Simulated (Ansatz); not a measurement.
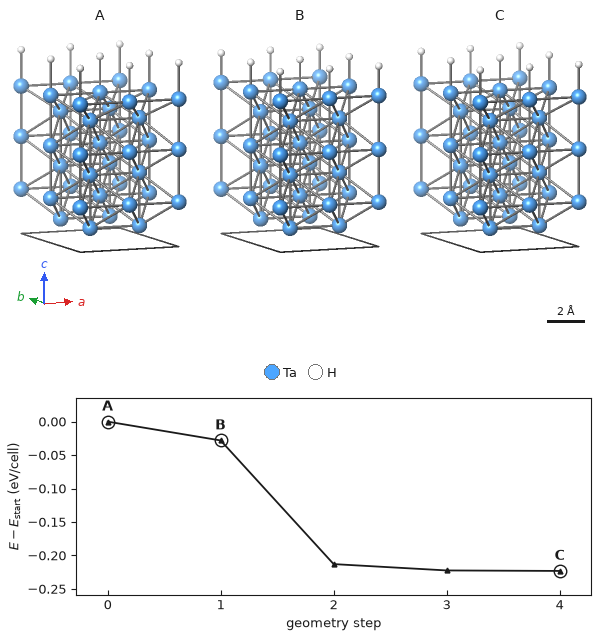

Frames of a constrained relaxation of a slab of composition Ta6H (cut from the Fm-3m phase), marked on the history of the run. Style: ball-and-stick. Shown: the 2 × 2 repeat of the cell, outlined in the plane, without the vacuum, slightly off an axis.

Case: H put at a top Ta site. The slab is the (1 1 0) face of Ta with H on it. 3 atoms are held fixed.

All numbers below come from DFT PBEsol, scalar-relativistic, plane waves, PAW in Ansatz. Settings: plane-wave cutoff 420 eV; k-point mesh 10 × 7 × 1; occupations gaussian; smearing width 0.1 eV; no spin polarisation; dipole correction; atoms relaxed in a fixed cell; force threshold 0.03 eV/Å; at most 70 steps.

Describe the path.

Answer. A Ta atom moves most: 0.12 Å along the normal (+c). By element the largest moves are Ta 0.12 Å, H 0.10 Å. The cell doesn't change. Near-neighbour distances that change, for instance: H–Ta 2.020 → 1.802 Å, Ta–Ta 2.801 → 2.907 Å, Ta–Ta 2.833 → 2.889 Å, Ta–Ta 3.006 → 2.996 Å. Over 4 geometry steps the energy falls by 0.223 eV per cell of the calculation. Largest force component: 2 eV/Å at the start, 0.011 eV/Å at the end. From step 0 to 1: a Ta atom moves most (0.20 Å), energy −28.1 meV per cell of the calculation. From step 1 to 4: the H atom moves most (0.09 Å), energy −0.195 eV per cell of the calculation.

```
step  E − E(0), meV/atom  largest force component, eV/Å
   0                0.00                         2.0465
   1               -4.02                         2.8726
   2              -30.41                         0.2732
   3              -31.76                         0.0692
   4              -31.87                         0.0110
```

Limits of the set-up: the periodic images lie only 3.0 Å apart, so the values are limited by the cell's size.
